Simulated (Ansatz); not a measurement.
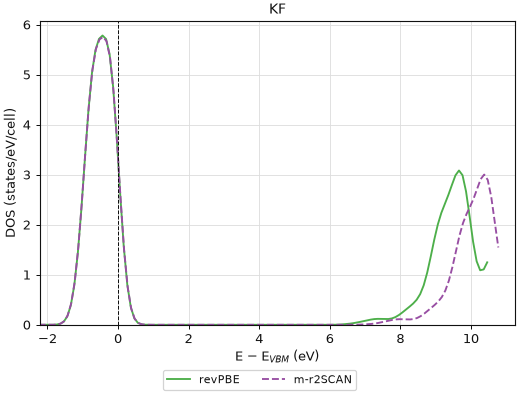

Total densities of states of CsCl-type KF, space group Pm-3m (No. 221), 2 atoms in the cell (cubic a = 3.259 Å), by two methods on the same cell. The DOS curves are built from the levels of the k mesh with Gaussians 0.55 eV wide, which also blur the band edges; ripples of that width can come from the mesh. Each is counted from its own valence-band top.

**What changes from one method to the other?**

revPBE gives a gap of 6.52 eV and m-r2SCAN gives a gap of 7.15 eV.

Settings. revPBE: revPBE with D4 dispersion, Ansatz PAW, collinear spin, ferromagnetic start that ends with little or no moment, no spin-orbit coupling, 8×8×8 k mesh, 420 eV cutoff, tetrahedron occupations (Ansatz 0.2.0). m-r2SCAN: JTH PAW, no spin polarisation, no spin-orbit coupling, 8×8×8 k mesh, 1500 eV cutoff, tetrahedron occupations (Ansatz 0.2.0).

Gaps are the smallest over all k points computed. The PAW data sets were made with another functional. The usual form of KF is rocksalt. LDA, GGA and most meta-GGA functionals understate gaps.
